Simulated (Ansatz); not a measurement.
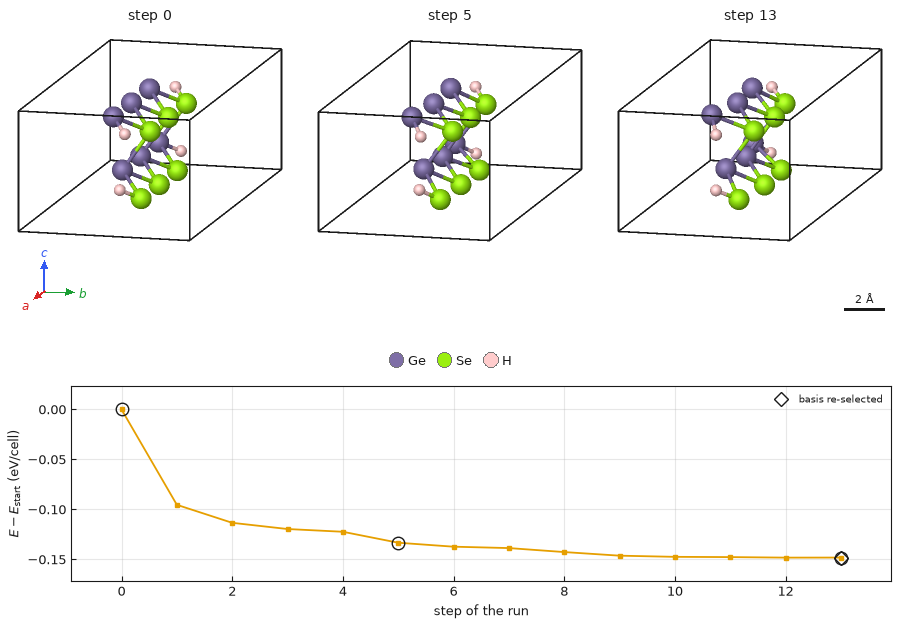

Frames of a relaxation of a wire of composition Ge$_{3}$H$_{2}$Se$_{3}$, marked on the history of the run. A ball-and-stick model of the cell of the calculation, with the vacuum cut short, seen slightly off an axis.

Case: armchair ribbon, 6 formula units a period, edges capped with H.

These are results of DFT PBEsol, scalar-relativistic, plane waves, PAW (Ansatz 0.2.0), not measurements. Settings: plane-wave cutoff 420 eV; k-point mesh 1 × 1 × 6; occupations gaussian; smearing width 0.05 eV; no spin polarisation; cell relaxed at fixed a, b, alpha, beta, gamma; force threshold 0.02 eV/Å; at most 45 steps.

Question: What happens along the run?

Answer: The energy falls by 0.148 eV per cell of the calculation in 12 accepted moves (13 points after the start). The largest force component goes from 0.8 to 0.019 eV/Å. The SCF was repeated once at an unchanged geometry on a basis and grid sized afresh for the cell, which shifted the energy by 0.1 meV per cell of the calculation at most. The largest moves relative to the layer's centre, 0.53 Å, are those of H atoms. Largest moves by element: H 0.53 Å, Ge 0.42 Å, Se 0.32 Å. Along the periodic axis the drawn cell goes c 6.212 → 6.208 Å (−0.1 %). Near-neighbour distances that change, for instance: Ge–H 1.540 → 1.607 Å, Ge–Se 2.527 → 2.571 Å, Ge–Se 2.527 → 2.507 Å, H–Se 1.470 → 1.487 Å. Bond angles that change, for instance: Ge–Se–Ge 90.4° → 81.8°, Ge–Se–Ge 90.4° → 86.1°, Se–Ge–Se 90.4° → 94.0°. Cost: 5.4 min on 4 threads of Intel(R) Xeon(R) Platinum 8488C (Sapphire Rapids), with other jobs on the host, peak memory 2.6 GiB. From step 0 to 5: H atoms move most (0.27 Å), energy −0.133 eV per cell of the calculation. From step 5 to 13: H atoms move most (0.28 Å), energy −14.8 meV per cell of the calculation.

```csv
step,"E − E(0), meV/atom","largest force component, eV/Å",note
0,0.00,0.8004,
1,-5.96,0.2137,
2,-7.08,0.0782,
3,-7.47,0.0418,
4,-7.64,0.0349,
5,-8.33,0.0584,
6,-8.58,0.0520,
7,-8.66,0.0979,
8,-8.91,0.0897,
9,-9.14,0.0274,
10,-9.21,0.0183,
11,-9.23,0.0270,
12,-9.26,0.0192,
13,-9.26,0.0192,"same geometry, new basis"
```
